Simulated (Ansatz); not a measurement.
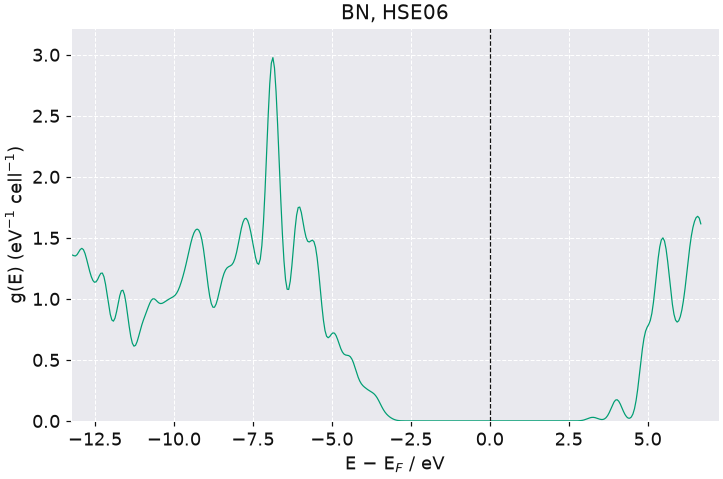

Density of states. Energies are counted from the Fermi level, put mid-gap where there is a gap. The curve is built from the levels of the k mesh with Gaussians 0.4 eV wide, which also blur the band edges.

The material is BN, space group P6_3mc (No. 186), 4 atoms in the cell, wurtzite type.

Computed with Ansatz: DFT, HSE06, plane waves, PAW, no spin polarisation, 9×9×4 k mesh, 420 eV cutoff.

Metal or insulator, going by the density of states?

There is a gap; over the k points computed it is 6.53 eV (indirect; the smallest direct gap is 9.96 eV).

Where is the tallest peak of the filled states in the window?

Within the window shown, the tallest peak of the filled states lies 3.6 eV under the valence-band top, at about 3 states per eV and cell.
